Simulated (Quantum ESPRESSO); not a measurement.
## Run report: P, band-structure run

The run: band-structure run of P (Cmce, 4 atoms in the cell). Method and program: Kohn-Sham DFT of a periodic cell, r2SCAN, SG15 PBE 1.2, no spin polarisation (Quantum ESPRESSO 7.5).

The structure derives from a Materials Project entry.

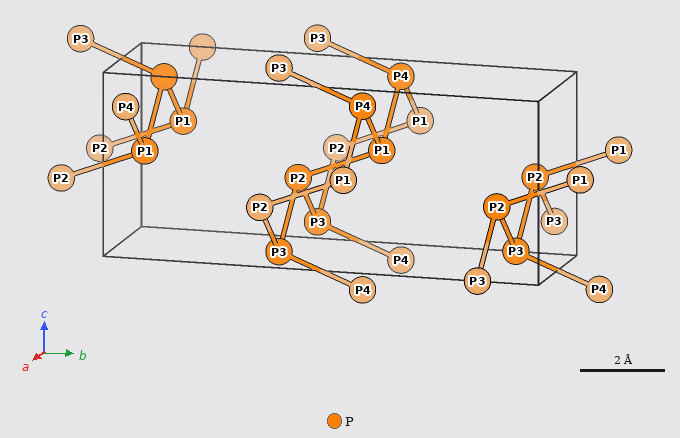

Fig. 1: The input geometry (ball-and-stick view of the cell 2 times as large as that of the calculation, set on its symmetry axes, seen slightly off an axis; neighbours outside the cell are drawn fainter; atoms are numbered from 1 in the order of the input). An atom can appear more than once, as a periodic image.

## Input file
```
&CONTROL
  calculation = 'scf'
  prefix = 'pwscf'
  outdir = './tmp'
  pseudo_dir = './pseudo'
  tprnfor = .true.
  tstress = .true.
  disk_io = 'low'
/
&SYSTEM
  ibrav = 0
  celldm(1) = 8
  nat = 4
  ntyp = 1
  ecutwfc = 44
  nbnd = 16
  input_dft = 'r2scan'
  occupations = 'smearing'
  smearing = 'fd'
  degauss = 0.00367493
  nosym = .true.
/
&ELECTRONS
  conv_thr = 1d-08
  electron_maxstep = 120
  mixing_beta = 0.5
/
ATOMIC_SPECIES
P     30.9738 P_ONCV_PBE-1.2.upf
CELL_PARAMETERS alat
  0.3892229035355  -1.2909280701484   0.0000000000000
  0.3892229035355   1.2909280701484   0.0000000000000
  0.0000000000000   0.0000000000000   1.0732783594003
ATOMIC_POSITIONS crystal
P      0.9041431300    0.0958568700    0.5888151700
P      0.0958568700    0.9041431300    0.4111848300
P      0.5958568700    0.4041431300    0.0888151700
P      0.4041431300    0.5958568700    0.9111848300
K_POINTS automatic
8 8 6 0 0 0
```

## File bands.in
```
&CONTROL
  calculation = 'bands'
  prefix = 'pwscf'
  outdir = './tmp'
  pseudo_dir = './pseudo'
  disk_io = 'low'
  verbosity = 'high'
/
&SYSTEM
  ibrav = 0
  celldm(1) = 8
  nat = 4
  ntyp = 1
  ecutwfc = 44
  nbnd = 16
  input_dft = 'r2scan'
  occupations = 'smearing'
  smearing = 'fd'
  degauss = 0.00367493
  nosym = .true.
/
&ELECTRONS
  conv_thr = 1d-08
  electron_maxstep = 120
  mixing_beta = 0.5
  diago_full_acc = .true.
  startingwfc = 'random'
/
ATOMIC_SPECIES
P     30.9738 P_ONCV_PBE-1.2.upf
CELL_PARAMETERS alat
  0.3892229035355  -1.2909280701484   0.0000000000000
  0.3892229035355   1.2909280701484   0.0000000000000
  0.0000000000000   0.0000000000000   1.0732783594003
ATOMIC_POSITIONS crystal
P      0.9041431300    0.0958568700    0.5888151700
P      0.0958568700    0.9041431300    0.4111848300
P      0.5958568700    0.4041431300    0.0888151700
P      0.4041431300    0.5958568700    0.9111848300
K_POINTS crystal
60
 0.0000000000  0.0000000000  0.0000000000 1
 0.0454544179  0.0454544179  0.0000000000 1
 0.0909088358  0.0909088358  0.0000000000 1
 0.1363632536  0.1363632536  0.0000000000 1
 0.1818176715  0.1818176715  0.0000000000 1
 0.2272720894  0.2272720894  0.0000000000 1
 0.2727265073  0.2727265073  0.0000000000 1
 0.0000000000  0.5000000000  0.0000000000 1
 0.0000000000  0.5000000000  0.1250000000 1
 0.0000000000  0.5000000000  0.2500000000 1
 0.0000000000  0.5000000000  0.3750000000 1
 0.0000000000  0.5000000000  0.5000000000 1
 0.2727265073  0.2727265073  0.5000000000 1
 0.2337655777  0.2337655777  0.5000000000 1
 0.1948046481  0.1948046481  0.5000000000 1
 0.1558437184  0.1558437184  0.5000000000 1
 0.1168827888  0.1168827888  0.5000000000 1
 0.0779218592  0.0779218592  0.5000000000 1
 0.0389609296  0.0389609296  0.5000000000 1
 0.0000000000  0.0000000000  0.5000000000 1
 0.0000000000  0.0000000000  0.4000000000 1
 0.0000000000  0.0000000000  0.3000000000 1
 0.0000000000  0.0000000000  0.2000000000 1
 0.0000000000  0.0000000000  0.1000000000 1
 0.0000000000  0.0000000000  0.0000000000 1
-0.1250000000  0.1250000000  0.0000000000 1
-0.2500000000  0.2500000000  0.0000000000 1
-0.3750000000  0.3750000000  0.0000000000 1
-0.5000000000  0.5000000000  0.0000000000 1
-0.4675323582  0.5324676418  0.0000000000 1
-0.4350647164  0.5649352836  0.0000000000 1
-0.4025970745  0.5974029255  0.0000000000 1
-0.3701294327  0.6298705673  0.0000000000 1
-0.3376617909  0.6623382091  0.0000000000 1
-0.3051941491  0.6948058509  0.0000000000 1
-0.2727265073  0.7272734927  0.0000000000 1
-0.2727265073  0.7272734927  0.1000000000 1
-0.2727265073  0.7272734927  0.2000000000 1
-0.2727265073  0.7272734927  0.3000000000 1
-0.2727265073  0.7272734927  0.4000000000 1
-0.2727265073  0.7272734927  0.5000000000 1
-0.3051941491  0.6948058509  0.5000000000 1
-0.3376617909  0.6623382091  0.5000000000 1
-0.3701294327  0.6298705673  0.5000000000 1
-0.4025970745  0.5974029255  0.5000000000 1
-0.4350647164  0.5649352836  0.5000000000 1
-0.4675323582  0.5324676418  0.5000000000 1
-0.5000000000  0.5000000000  0.5000000000 1
-0.5000000000  0.5000000000  0.4166666667 1
-0.5000000000  0.5000000000  0.3333333333 1
-0.5000000000  0.5000000000  0.2500000000 1
-0.5000000000  0.5000000000  0.1666666667 1
-0.5000000000  0.5000000000  0.0833333333 1
-0.5000000000  0.5000000000  0.0000000000 1
 0.0000000000  0.0000000000  0.5000000000 1
-0.1000000000  0.1000000000  0.5000000000 1
-0.2000000000  0.2000000000  0.5000000000 1
-0.3000000000  0.3000000000  0.5000000000 1
-0.4000000000  0.4000000000  0.5000000000 1
-0.5000000000  0.5000000000  0.5000000000 1
```

Run as:
```bash
OMP_NUM_THREADS=1 mpirun -n 2 pw.x -nk 2 -in pw.in > pw.out
OMP_NUM_THREADS=1 mpirun -n 2 pw.x -nk 2 -in bands.in > bands.out
```

## Output
```
This program is part of the open-source Quantum ESPRESSO suite
     for quantum simulation of materials; please cite
         "P. Giannozzi et al., J. Phys.:Condens. Matter 21 395502 (2009);
         "P. Giannozzi et al., J. Phys.:Condens. Matter 29 465901 (2017);
         "P. Giannozzi et al., J. Chem. Phys. 152 154105 (2020);
          URL
     in publications or presentations arising from this work. More details at

     IMPORTANT: XC functional enforced from input :
     Exchange-correlation= R2SCAN
                           (   0   0   0   0   0 497 498)
     Any further DFT definition will be discarded
     Please, verify this is what you really want

     K-points division:     npool     =       2
     Subspace diagonalization in iterative solution of the eigenvalue problem:
     a serial algorithm will be used

     G-vector sticks info
     --------------------
     sticks:   dense  smooth     PW     G-vecs:    dense   smooth      PW
     Sum         899     899    307                21763    21763    4263

     Using Slab Decomposition

     bravais-lattice index     =            0
     lattice parameter (alat)  =       8.0000  a.u.
     unit-cell volume          =     552.2208 (a.u.)^3
     number of atoms/cell      =            4
     number of atomic types    =            1
     number of electrons       =        20.00
     number of Kohn-Sham states=           16
     kinetic-energy cutoff     =      44.0000  Ry
     charge density cutoff     =     176.0000  Ry
     scf convergence threshold =      1.0E-08
     mixing beta               =       0.5000
     number of iterations used =            8  plain     mixing
     Exchange-correlation= R2SCAN
                           (   0   0   0   0   0 497 498)

     celldm(1)=   8.000000  celldm(2)=   0.000000  celldm(3)=   0.000000
     celldm(4)=   0.000000  celldm(5)=   0.000000  celldm(6)=   0.000000

     crystal axes: (cart. coord. in units of alat)
               a(1) = (   0.389223  -1.290928   0.000000 )
               a(2) = (   0.389223   1.290928   0.000000 )
               a(3) = (   0.000000   0.000000   1.073278 )

     reciprocal axes: (cart. coord. in units 2 pi/alat)
               b(1) = (  1.284611 -0.387318  0.000000 )
               b(2) = (  1.284611  0.387318 -0.000000 )
               b(3) = ( -0.000000  0.000000  0.931725 )

     PseudoPot. # 1 for P  read from file:
     P_ONCV_PBE-1.2.upf
     Pseudo is Norm-conserving, Zval =  5.0
     Generated using ONCVPSP code by D. R. Hamann
     Using radial grid of  602 points,  4 beta functions with:
                l(1) =   0
                l(2) =   0
                l(3) =   1
                l(4) =   1

     atomic species   valence    mass     pseudopotential
     P                 5.00    30.97380     P ( 1.00)

     No symmetry found

   Cartesian axes

     site n.     atom                  positions (alat units)
         1        P      tau(   1) = (   0.3892229  -1.0434394   0.6319626  )
         2        P      tau(   2) = (   0.3892229   1.0434394   0.4413158  )
         3        P      tau(   3) = (   0.3892229  -0.2474886   0.0953234  )
         4        P      tau(   4) = (   0.3892229   0.2474886   0.9779550  )

     number of k points=   196  Fermi-Dirac smearing, width (Ry)=  0.0037

     Number of k-points >= 100: set verbosity='high' to print them.

     Dense  grid:    21763 G-vectors     FFT dimensions: (  45,  45,  40)

     WARNING: libxc functional with ID  497 depends
      on external parameters: check the user_guide of
      QE if you need to modify them or to check their
      default values.

     WARNING: libxc functional with ID  498 depends
      on external parameters: check the user_guide of
      QE if you need to modify them or to check their
      default values.

     Initial potential from superposition of free atoms

     starting charge      19.9103, renormalised to      20.0000
     Starting wfcs are random

     Self-consistent Calculation

     iteration #  1     ecut=    44.00 Ry     beta= 0.50
     Davidson diagonalization with overlap
     ethr =  1.00E-02,  avg # of iterations =  9.4

     total energy              =     -52.72092793 Ry
     estimated scf accuracy    <       0.22949481 Ry

     iteration #  2     ecut=    44.00 Ry     beta= 0.50
     Davidson diagonalization with overlap
     ethr =  1.15E-03,  avg # of iterations =  1.5

     total energy              =     -52.77275652 Ry
     estimated scf accuracy    <       0.05894133 Ry

     iteration #  3     ecut=    44.00 Ry     beta= 0.50
     Davidson diagonalization with overlap
     ethr =  2.95E-04,  avg # of iterations =  2.5

     total energy              =     -52.77704946 Ry
     estimated scf accuracy    <       0.00110996 Ry

     iteration #  4     ecut=    44.00 Ry     beta= 0.50
     Davidson diagonalization with overlap
     c_bands:  1 eigenvalues not converged
     c_bands:  1 eigenvalues not converged
     ethr =  5.55E-06,  avg # of iterations =  8.3

     total energy              =     -52.77776547 Ry
     estimated scf accuracy    <       0.00006231 Ry

     iteration #  5     ecut=    44.00 Ry     beta= 0.50
     Davidson diagonalization with overlap
     ethr =  3.12E-07,  avg # of iterations =  2.4

     total energy              =     -52.77778212 Ry
     estimated scf accuracy    <       0.00000600 Ry

     iteration #  6     ecut=    44.00 Ry     beta= 0.50
     Davidson diagonalization with overlap
     ethr =  3.00E-08,  avg # of iterations =  2.1

     total energy              =     -52.77778328 Ry
     estimated scf accuracy    <       0.00000054 Ry

     iteration #  7     ecut=    44.00 Ry     beta= 0.50
     Davidson diagonalization with overlap
     ethr =  2.71E-09,  avg # of iterations =  2.4

     total energy              =     -52.77778338 Ry
     estimated scf accuracy    <       0.00000003 Ry

     iteration #  8     ecut=    44.00 Ry     beta= 0.50
     Davidson diagonalization with overlap
     ethr =  1.57E-10,  avg # of iterations =  3.0

     End of self-consistent calculation

     Number of k-points >= 100: set verbosity='high' to print the bands.

     the Fermi energy is     6.8879 ev

!    total energy              =     -52.77778339 Ry
     estimated scf accuracy    <          5.4E-09 Ry
     smearing contrib. (-TS)   =      -0.00001498 Ry
     internal energy E=F+TS    =     -52.77776841 Ry

     The total energy is F=E-TS. E is the sum of the following terms:
     one-electron contribution =       2.86521155 Ry
     hartree contribution      =       7.31189722 Ry
     xc contribution           =     -13.47647939 Ry
     ewald contribution        =     -49.47839779 Ry

     convergence has been achieved in   8 iterations

     Forces acting on atoms (cartesian axes, Ry/au):

     atom    1 type  1   force =    -0.00000008    0.00513792   -0.00714563
     atom    2 type  1   force =    -0.00000008   -0.00513769    0.00714583
     atom    3 type  1   force =     0.00000014   -0.00513852   -0.00714064
     atom    4 type  1   force =     0.00000002    0.00513829    0.00714045

     Total force =     0.017598     Total SCF correction =     0.000065

     Computing stress (Cartesian axis) and pressure

          total   stress  (Ry/bohr**3)                   (kbar)     P=       10.71
   0.00007064  -0.00000000  -0.00000000           10.39       -0.00       -0.00
  -0.00000000   0.00006513   0.00000001           -0.00        9.58        0.00
  -0.00000000   0.00000001   0.00008262           -0.00        0.00       12.15

=------------------------------------------------------------------------------=
   JOB DONE.
=------------------------------------------------------------------------------=
```

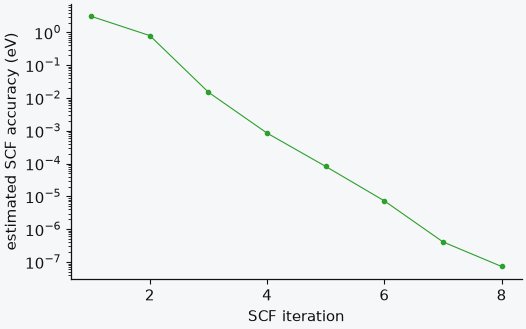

Fig. 2: Convergence of the self-consistent field: estimated SCF accuracy against the iteration. The field takes 8 iterations in all.

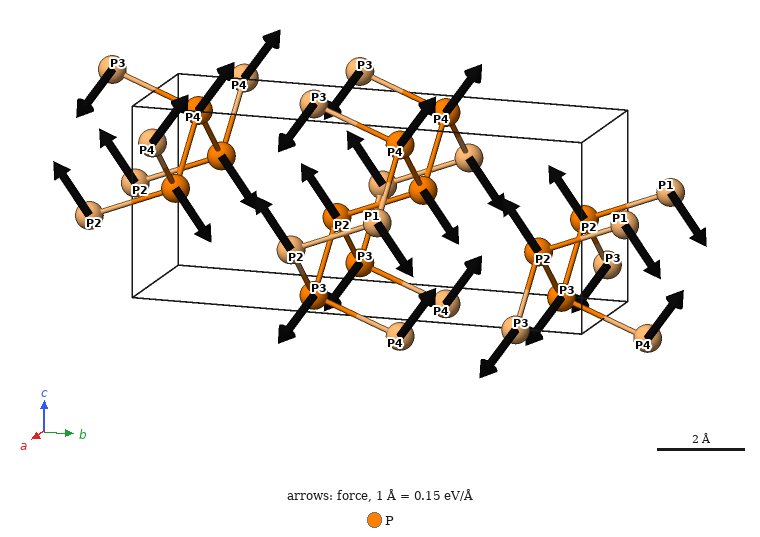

Fig. 3: Forces on the atoms as black arrows (ball-and-stick view of the cell 2 times as large as that of the calculation, set on its symmetry axes, seen slightly off an axis; neighbours outside the cell are drawn fainter; atoms are numbered from 1 in the order of the input). The largest act on all 4 P atoms (0.23 eV/Å). The geometry is not a stationary point of this energy.

## Results in brief

```tsv
quantity	value
outcome	converged
space group (tolerance 0.01 Å)	Cmce (64)
electrons treated	20
free energy	−718.0783 eV
Fermi energy	6.888 eV
gap on the k-point mesh	0.21 eV
gap on the band path	0.21 eV
pressure	1.07 GPa
largest force (length of the vector)	0.226 eV/Å
hardware	2 threads of Intel Xeon (Granite Rapids), 32 GiB of memory available, shared host
wall time	3.3 min (CPU time 6.6 min)
peak memory	0.28 GiB
```

## Notes

Further notes kept with the run: potentials made for another functional. Points of doubt noted for this run: potentials made for another functional.
